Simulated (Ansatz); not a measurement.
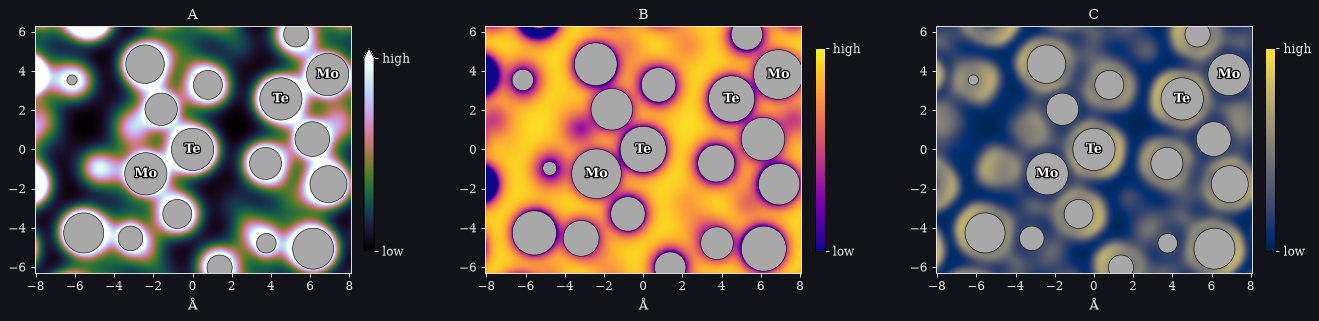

Te2Mo: 3 fields on the (111) plane of the calculation cell, with unlabelled colour scales. Grey discs cover the atomic cores.

Space group P6₃/mmc; a structure from a database of computed crystals, not necessarily the ambient phase; computed without spin polarisation.

Method: Ansatz 0.2.0, DFT LDA, scalar-relativistic, plane waves, PAW.

Q: Match the panels to the quantities (electron localisation function, electrostatic potential energy of an electron and valence pseudo-density).

A: Panel A: valence pseudo-density. Panel B: electrostatic potential energy of an electron (low next to the atoms, rising into the space between them). Panel C: electron localisation function. From the grid: Te–Mo (2.69 Å): ρ is about 0.47 e/Å³ halfway; the ELF is about 0.55 at the midpoint.
